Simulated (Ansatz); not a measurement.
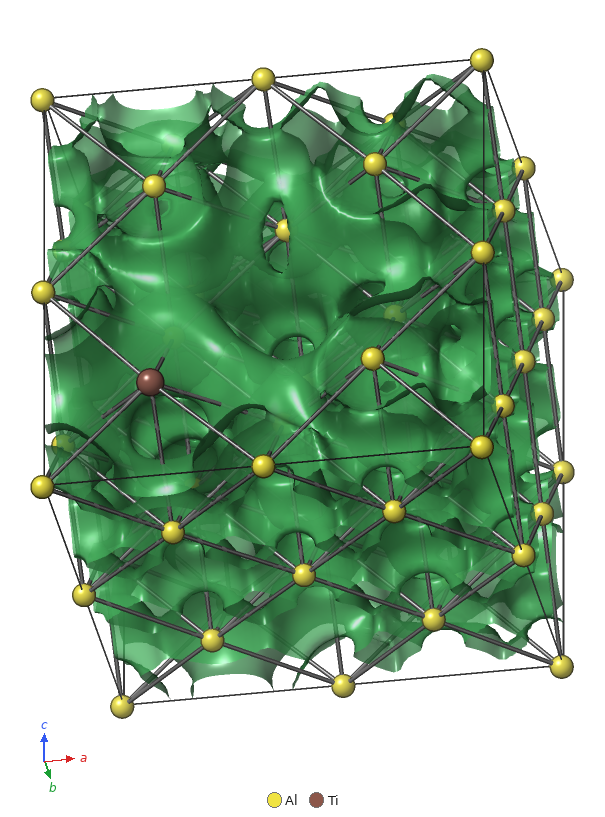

TiAl30 (cell with a defect). Isosurface of the electron localisation function at 0.55 (green), seen at an oblique angle. Core shells and regions of very low density are left out. Sticks mark near contacts.

Computed without spin polarisation; PAW files of the earlier set (soft_1).

Level of theory: DFT r2SCAN, scalar-relativistic, plane waves, PAW (Ansatz).

Input

```
crystal:
  lattice:
    - [8.1, 0.0, 0.0]
    - [0.0, 8.1, 0.0]
    - [0.0, 0.0, 8.1]
  atoms:
    - { symbol: Al, position: [0.4968036, 0.0023385, 0.0039801] }
    - { symbol: Al, position: [0.7533358, 0.2486504, 0.0002857] }
    - { symbol: Al, position: [0.7524809, -0.0035507, 0.2516366] }
    - { symbol: Al, position: [-0.0025353, -0.0025398, 0.0035468] }
    - { symbol: Al, position: [0.250428, 0.2493532, 0.0014507] }
    - { symbol: Al, position: [0.5035188, 0.4954004, -7.19e-05] }
    - { symbol: Al, position: [0.7486184, 0.7548567, -0.0072927] }
    - { symbol: Ti, position: [0.2451606, 0.001544, 0.2520454] }
    - { symbol: Al, position: [0.5029549, 0.2526385, 0.2487697] }
    - { symbol: Al, position: [0.75251, 0.4967678, 0.2430407] }
    - { symbol: Al, position: [0.748852, 0.2434076, 0.5068301] }
    - { symbol: Al, position: [0.7505759, -1.42e-05, 0.7543876] }
    - { symbol: Al, position: [-0.0005824, 0.499372, -0.0046536] }
    - { symbol: Al, position: [0.250264, 0.7490834, -0.0010153] }
    - { symbol: Al, position: [-0.004897, 0.2511242, 0.244951] }
    - { symbol: Al, position: [0.2470982, 0.4995675, 0.245866] }
    - { symbol: Al, position: [0.5021713, 0.7558356, 0.2524795] }
    - { symbol: Al, position: [-1.5e-06, 0.001979, 0.4999961] }
    - { symbol: Al, position: [0.2485955, 0.2510605, 0.5032996] }
    - { symbol: Al, position: [0.5010948, 0.5047511, 0.4980083] }
    - { symbol: Al, position: [0.7481868, 0.7495851, 0.4984814] }
    - { symbol: Al, position: [0.2470175, 0.0054511, 0.7463743] }
    - { symbol: Al, position: [0.5015457, 0.2507677, 0.7483075] }
    - { symbol: Al, position: [0.7489126, 0.4986993, 0.7471462] }
    - { symbol: Al, position: [-0.0001096, 0.7488279, 0.249145] }
    - { symbol: Al, position: [-0.0007112, 0.4957936, 0.4986438] }
    - { symbol: Al, position: [0.2509613, 0.7462893, 0.5004782] }
    - { symbol: Al, position: [0.0037231, 0.249955, 0.7498125] }
    - { symbol: Al, position: [0.2472288, 0.5041472, 0.7508785] }
    - { symbol: Al, position: [0.4917611, 0.7419636, 0.7519168] }
    - { symbol: Al, position: [0.0035837, 0.7494274, 0.7470922] }
basis:
  ecutwfc: 500.0
kpoints:
  mp_grid: { grid: [2, 2, 2] }
hamiltonian:
  xc: r2scan
  pseudopotentials: { kind: paw, azcp: { folder: soft_1 } }
scf:
  occupations: { method: gaussian, width: 0.15 }
  lower_state_search: "off"
relax:
  f_tol: 0.03
  max_steps: 60
  adjacent_minimum: "off"
output:
  write_density: true
  write_potential: true
  elf: true
  volumetric_format: npy
```

Run with:

```sh
ansatz run input.yaml --threads 4 --pin off --max-ram 10240MiB --backend cpu --events-out ev --progress --plain --runs-dir out
```

The fields are those of the run's last geometry, not of the input's.

**Where are the electrons localised?**

The ELF exceeds this value in one network that runs through the whole crystal, counted in one cell of 31 atoms. Regions shared between cells count once. Profiles from the grid: Al–Al (2.79 Å): the ELF peaks at about 0.70 between the atoms. Ti–Al (2.81 Å): the ELF is about 0.45 at the midpoint.
